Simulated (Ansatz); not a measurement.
A periodic structure is given below.

```xyz
4
Lattice="3.8299 0.0000 0.0000 0.0000 3.8299 0.0000 0.0000 0.0000 3.8299" Properties=species:S:1:pos:R:3 pbc="T T T"
Rh    0.0000    0.0000    0.0000
Rh    0.0000    1.9150    1.9150
Rh    1.9150    0.0000    1.9150
Rh    1.9150    1.9150    0.0000
```

Work out the structure from the coordinates.

Answer. The element is rhodium. Space group: Fm-3m (No. 225). Lattice: face-centred cubic. Structure type: face-centred cubic (Cu type). The cell holds four atoms. Rh is linked to twelve Rh in a cuboctahedral arrangement at 2.71 Å. The bonds build a three-dimensional framework.

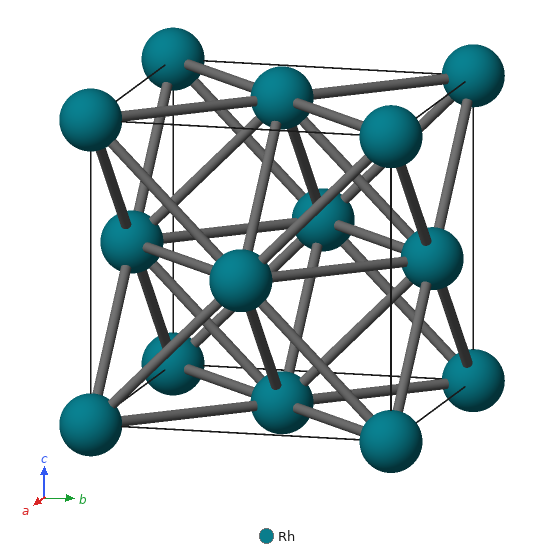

Drawn in the ball-and-stick manner and seen slightly off an axis. The lines enclose the conventional unit cell; boundary atoms appear with their images.

Source of the structure: a structure listed in the Materials Project. Earlier steps of the study, as a rule a relaxation of our own, may have changed the cell and positions, so they can lie some per cent off the listed ones. Ansatz was used for an electronic-structure calculation on it.
